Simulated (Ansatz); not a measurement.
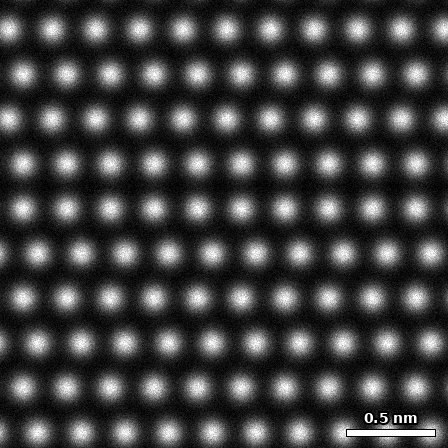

iDPC-like image of Ta (P6_3/mmc, No. 194) along [100]. Simulated as the projected potential of neutral atoms (B = 0.5 Å²) blurred by a 0.95 Å probe, the thin-sample limit of integrated differential phase contrast. Shot noise was added.

One planar defect was built into the perfect crystal by geometry alone, without relaxation. Host structure: the end point of a relaxation with DFT, PBE, plane waves (420 eV) with PAW, scalar-relativistic (Ansatz 0.2.0); the starting structure was generated, so it need not be a known form of this composition.

> Find the planar defect and say what kind it is.

A planar fault (a stacking fault) runs horizontally about 11 Å below the top edge. The part above it is shifted along the boundary by 2/3 of the 2.51 Å repeat of the rows (1.7 Å to the right, the same as 0.8 Å to the left); both parts keep the same orientation.
